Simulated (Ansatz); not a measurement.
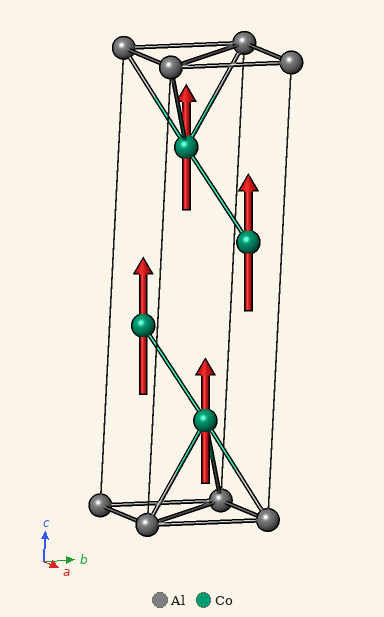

A ball-and-stick picture of a crystal structure, seen slightly off an axis. The edges of the cell (the run's own, in a reduced setting) are marked. Arrows are the site magnetic moments above 0.25 μB; longer means larger, and red and blue are up and down (without spin-orbit coupling the axis itself is arbitrary).

This is the state reached for AlCo4. Computational set-up: DFT PBE, scalar-relativistic, plane waves, PAW in Ansatz, an energy cutoff of 420 eV, k-points about 0.16 Å⁻¹ apart, Gaussian smearing of 0.1 eV, collinear spins.

**Classify the order and state the moments.**

Ferromagnetic (within this cell). Site moments: 4 Co +1.4 to +1.8 μB. The net spin moment of the whole cell is 6.0 μB, including what lies between the atoms and on sites without an arrow.

The structure was taken from a structure listed in the Materials Project. The structure drawn was relaxed with DFT PBE, scalar-relativistic, plane waves, PAW in Ansatz.
